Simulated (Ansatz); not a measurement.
**ZrS: density, localisation and related maps**

Input

```
crystal:
  lattice:
    - [0.0, 2.6578125, 2.6578125]
    - [2.625, 0.0328125, 2.625]
    - [2.625, 2.625, 0.0328125]
  atoms:
    - { symbol: Zr, position: [0.0, 0.0, 0.0] }
    - { symbol: S, position: [0.5, 0.5, 0.5] }
basis:
  ecutwfc: 500
kpoints:
  mp_grid: { grid: [16, 16, 16] }
hamiltonian:
  xc: r2scan
scf:
  occupations: { method: gaussian, width: 0.15 }
output:
  forces: true
  stress: true
  eigenvalues: true
  write_density: true
  write_potential: true
  elf: true
  volumetric_format: npy
```

Run with:

```sh
ansatz run input.yaml --threads 1 --pin off --max-ram 2560MiB --backend cpu --events-out ev --progress --plain --runs-dir out
```

Below, planes, directions and counts refer to the conventional cell (a = 3.67 Å, b = 3.76 Å, c = 5.25 Å, α = 90.00°, β = 90.00°, γ = 90.00°).

Space group Immm; changed on purpose from its base cell (strain +0.0250 x Voigt [0, 0, 0, 1, 0, 0], atoms carried along).

The calculation used DFT r2SCAN, scalar-relativistic, plane waves, PAW (Ansatz 0.2.0).

The density is the valence pseudo-density of a PAW calculation; it isn't the true density close to the nuclei.

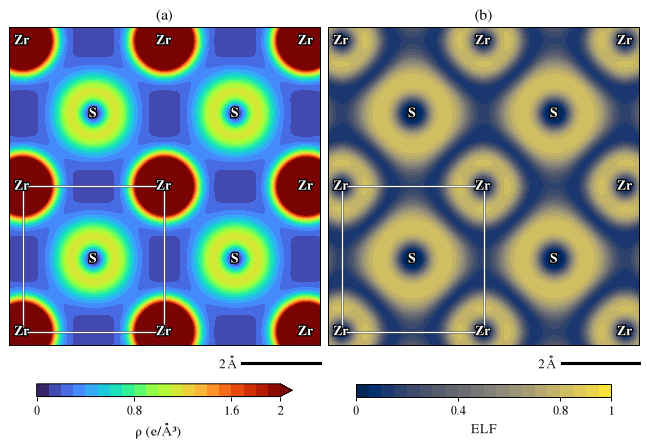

Figure 1. (a) valence electron density; (b) ELF on the (001) plane of the conventional cell.

Q: Read the bonding off the picture.

A: The plane passes through Zr and S nuclei. Zr–S (2.63 Å): ρ at the midpoint is about 0.33 e/Å³; the ELF peaks at about 0.85 in the valence shell of S, 0.8 Å from its nucleus, and is about 0.25 at the midpoint; no localised pair shows between them. Between the atoms the lowest density in this plane is 0.12 e/Å³. The features right at Zr lie inside the PAW spheres, where the map follows smoothed inner orbitals and isn't to be read closely.

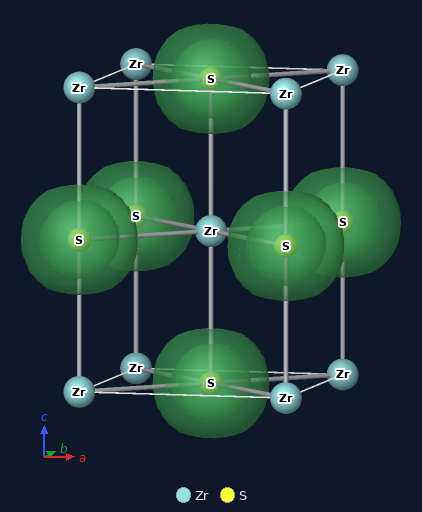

Figure 2. Isosurface of the ELF at 0.8 (green), seen slightly off an axis. Core shells and regions of very low density are left out. Sticks mark near contacts.

Q: Where are the electrons localised?

A: At this value the surface marks out two regions wrapped around S (the valence shell of each), counted in one cell of 4 atoms. Regions shared between cells count once.


Zr–S (2.62 Å): the ELF peaks at about 0.85 in the valence shell of S, 0.8 Å from its nucleus, and is about 0.25 at the midpoint; no shared electron pair shows on this line.

Q: Does the calculation give a band gap?

A: It is metallic or semimetallic at this level of theory: no gap opens.
